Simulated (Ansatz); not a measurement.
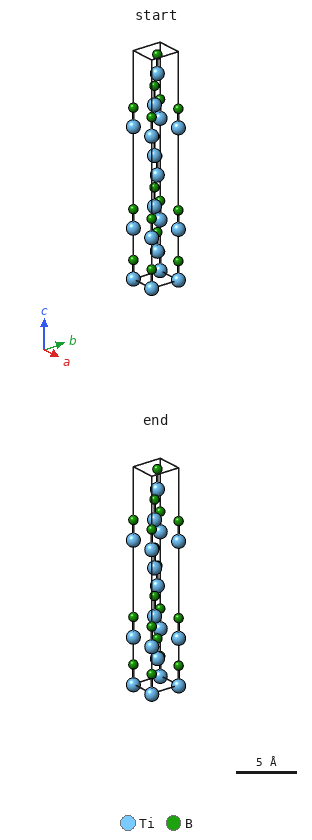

The structure of crystalline TiB (a generated structure, set up in P3m1) before (top) and after (bottom) a relaxation, at one scale.

Style: ball-and-stick. Shown: the cell of the calculation, slightly off an axis.

Case: stacking ABACBCACB.

Level of theory: Ansatz 0.2.0, DFT PBEsol, scalar-relativistic, plane waves, PAW.

The input:
```yaml
crystal:
  lattice:
    - [3.8296272382, 0.0, 0.0]
    - [-1.9148136191, 3.3165544753, 0.0]
    - [0.0, 0.0, 19.8586881029]
  atoms:
    - { symbol: Ti, position: [0.0, 0.0, 0.0] }
    - { symbol: B, position: [0.0, 0.0, 0.0833333333] }
    - { symbol: Ti, position: [0.3333333333, 0.6666666667, 0.1111111111] }
    - { symbol: B, position: [0.3333333333, 0.6666666667, 0.1944444444] }
    - { symbol: Ti, position: [0.0, 0.0, 0.2222222222] }
    - { symbol: B, position: [0.0, 0.0, 0.3055555556] }
    - { symbol: Ti, position: [0.6666666667, 0.3333333333, 0.3333333333] }
    - { symbol: B, position: [0.6666666667, 0.3333333333, 0.4166666667] }
    - { symbol: Ti, position: [0.3333333333, 0.6666666667, 0.4444444444] }
    - { symbol: B, position: [0.3333333333, 0.6666666667, 0.5277777778] }
    - { symbol: Ti, position: [0.6666666667, 0.3333333333, 0.5555555556] }
    - { symbol: B, position: [0.6666666667, 0.3333333333, 0.6388888889] }
    - { symbol: Ti, position: [0.0, 0.0, 0.6666666667] }
    - { symbol: B, position: [0.0, 0.0, 0.75] }
    - { symbol: Ti, position: [0.6666666667, 0.3333333333, 0.7777777778] }
    - { symbol: B, position: [0.6666666667, 0.3333333333, 0.8611111111] }
    - { symbol: Ti, position: [0.3333333333, 0.6666666667, 0.8888888889] }
    - { symbol: B, position: [0.3333333333, 0.6666666667, 0.9722222222] }
basis:
  ecutwfc: 420
kpoints:
  mp_grid: { grid: [12, 12, 3] }
hamiltonian:
  xc: pbesol
scf:
  occupations: { method: gaussian, width: 0.1 }
output:
  forces: true
  stress: true
  eigenvalues: true
  populations: true
relax:
  adjacent_minimum: "off"
  f_tol: 0.01
  max_steps: 45
  cell: { stress_tol: 0.05 }
```

Run as
```bash
ansatz run input.yaml --threads 1 --pin off --max-ram 2560MiB --backend cpu --events-out ev --progress --plain --runs-dir out
```

**What changed between the two?**

The run was cut off at its time limit before the relaxation converged, so the last structure is only a point on the way. The energy falls by 521 meV per atom in 1 geometry step. The largest force component goes from 10 to 6.9 eV/Å. The pressure goes from 19.94 to 15.44 GPa. The largest move relative to the cell is that of Ti5, 0.13 Å along −c. Largest moves by element: Ti 0.13 Å, B 0.12 Å. Cell: a = b 3.830 → 3.850 Å (+0.5 %), c 19.859 → 18.887 Å (−4.9 %). Volume −3.9 %. Near-neighbour distances that change, for instance: B2–Ti5 2.758 → 2.373 Å, Ti3–B18 2.758 → 2.413 Å, B12–Ti15 2.758 → 2.428 Å, B8–Ti11 2.758 → 2.439 Å. The space group stays P3m1 (No. 156). Cost: 5.9 min on 1 thread of Arm Neoverse V2 (shared host), peak memory 1 GiB.
